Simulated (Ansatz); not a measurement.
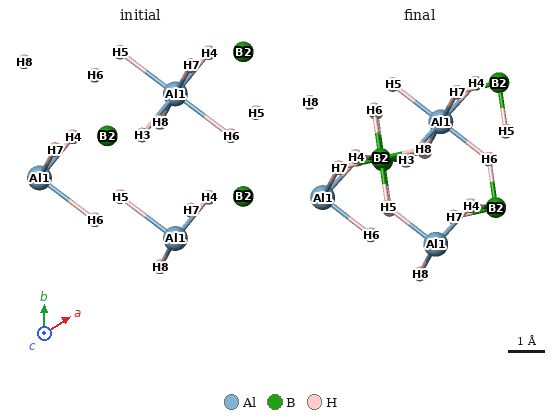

The structure of crystalline AlBH₆ (built on the CuSnF6-2 type type) before (left) and after (right) a relaxation, at one scale.

Style: ball-and-stick. Shown: the atoms within 4.2 Å of the atom that moves most (axes of the cell of the calculation), along the c axis.

All numbers below come from Ansatz, DFT, PBEsol, plane waves, PAW. (plane-wave cutoff 420 eV; k-point mesh 6 × 6 × 6; occupations fermi dirac; smearing width 0.03 eV; no spin polarisation; cell and atoms relaxed; force threshold 0.01 eV/Å; at most 120 steps)

> Describe what moved and what it gained.

After 8 accepted moves (10 points after the start) the energy has fallen by 424 meV per atom. Largest force component: 1.2 eV/Å at the start, 0.0013 eV/Å at the end. Pressure: −16.86 GPa at the start and −0.02 GPa at the end. At 2 points the geometry stayed and the basis and grid were re-selected for the new cell (energy shift of 1.6 meV per atom at most each time). The largest moves relative to the cell, 0.21 Å, are those of H3, H4, H7 and H8. H3 goes roughly along [−1 0 1]. Al and B stay in place. Cell: a 4.556 → 4.004 Å (−12.1 %), b 4.603 → 4.005 Å (−13.0 %), c 4.928 → 4.256 Å (−13.6 %), α 63.6° → 61.9°, β 89.8° → 90.0°, γ 61.8° → 60.0°. Volume −37.0 %. Among the contacts that change: B2–H3 1.828 → 1.405 Å, B2–H5 1.779 → 1.404 Å, Al1–H5 1.991 → 1.744 Å, Al1–H3 1.766 → 1.744 Å. New bonds form, among them: B2–H3 (1.83 → 1.40 Å), B2–H4 (1.83 → 1.40 Å), B2–H5 (1.78 → 1.40 Å), B2–H6 (1.78 → 1.40 Å). The space group (tolerance 0.01 Å) goes from P-1 (No. 2) to R-3 (No. 148). The run took 17 s on 4 threads of Arm Neoverse V1, on a shared host, peak memory 0.44 GiB.
